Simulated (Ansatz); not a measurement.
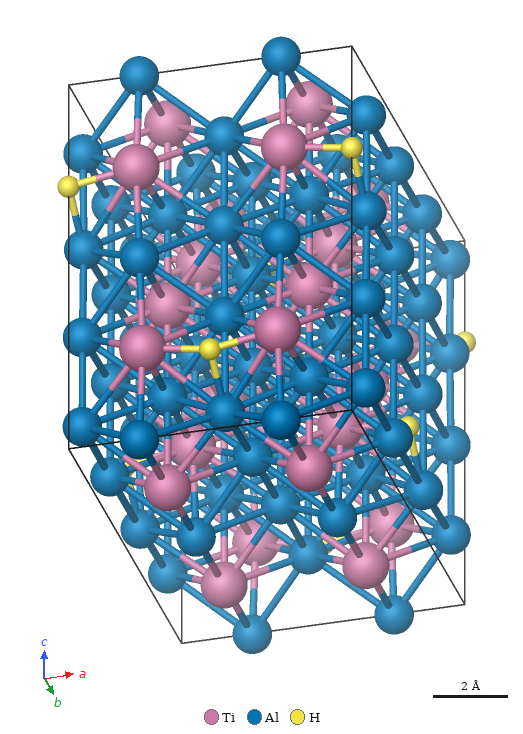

View from a general direction, drawn as a ball-and-stick model. The edges of the conventional unit cell are marked. Cell: a = 7.959 Å, b = 11.256 Å, c = 11.256 Å, α = 90.00°, β = 90.00°, γ = 90.00°.

What can be read from this drawing?

Formula: Ti₄Al₁₂H. The atoms follow space group Fmm2 (No. 42); the Bravais lattice is face-centred orthorhombic. The cell comprises 4 formula units: 16 Ti, 48 Al, 4 H. Each H has two Ti and two Al (about 1.9 Å to Ti, 1.9 Å to Al). Ti takes two kinds of site: 8d with twelve Al and one H (about 2.8 to 2.9 Å to Al, 1.9 Å to H); 8b with twelve Al in a cuboctahedral arrangement at about 2.7 to 2.8 Å. With all contacts inside bonding distance counted, the coordination numbers are Al 12 to 13 (mean 12.2). The bonds build a three-dimensional framework.

The model was built from a structure listed in the Materials Project, repeated into a supercell with a point defect put in. The cell was then strained or its atoms displaced on purpose. It was run through Ansatz as a DFT input.
